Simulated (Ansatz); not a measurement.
```cif
data_structure
_symmetry_space_group_name_H-M 'P 1'
_symmetry_Int_Tables_number 1
_cell_length_a 3.1773
_cell_length_b 3.1773
_cell_length_c 6.6083
_cell_angle_alpha 90.000
_cell_angle_beta 90.000
_cell_angle_gamma 120.000
_cell_volume 57.77
loop_
_atom_site_label
_atom_site_type_symbol
_atom_site_fract_x
_atom_site_fract_y
_atom_site_fract_z
_atom_site_occupancy
Hf1 Hf 0.00000 0.00000 0.22840 1
Hf2 Hf 0.00000 0.00000 0.77160 1
H1 H 0.33333 0.66667 0.00000 1
H2 H 0.66667 0.33333 0.00000 1
H3 H 0.00000 0.00000 0.50000 1
```

Space group P6/mmm; a structure generated by program, which may or may not match a known phase; computed without spin polarisation.

Method: Ansatz 0.2.0, DFT PBE, scalar-relativistic, plane waves, PAW.

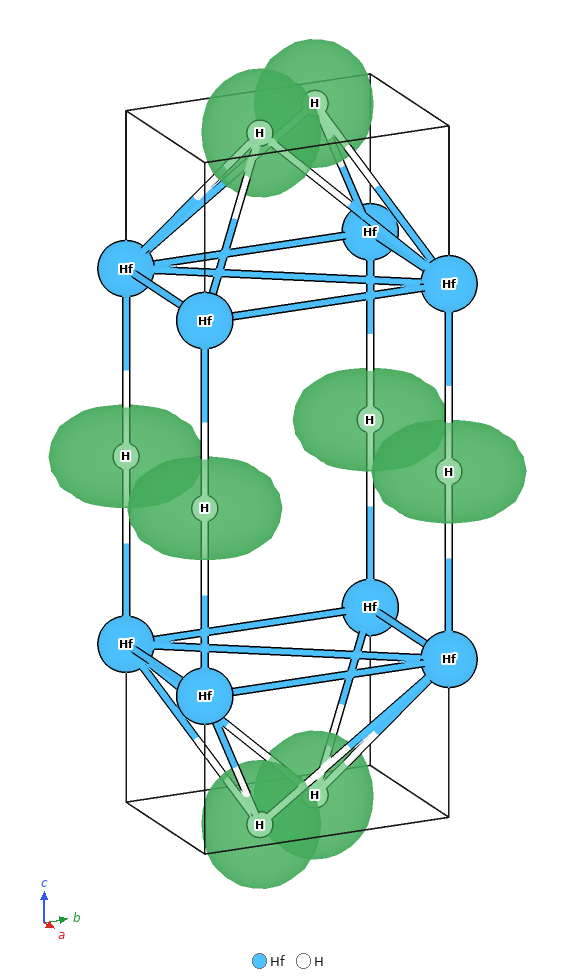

Hf$_{2}$H$_{3}$. Isosurface of the electron localisation function at 0.8 (green), seen slightly off an axis. Only the valence region is drawn (cores and ρ < 0.01 e/Å³ removed). Sticks mark near contacts.

Question: What do the ELF domains correspond to?

Answer: The surface consists of three regions around hydrogen nuclei, counted in one cell of 5 atoms. Regions shared between cells count once. Along the contacts the grid gives the following. Hf–H (1.79 Å): the ELF climbs to about 1 towards the hydrogen. Hf–Hf (3.02 Å): the ELF is about 0.35 at the midpoint.

Question: Does the calculation make it a metal, or give it a gap?

Answer: It is metallic or semimetallic at this level of theory: no gap opens.
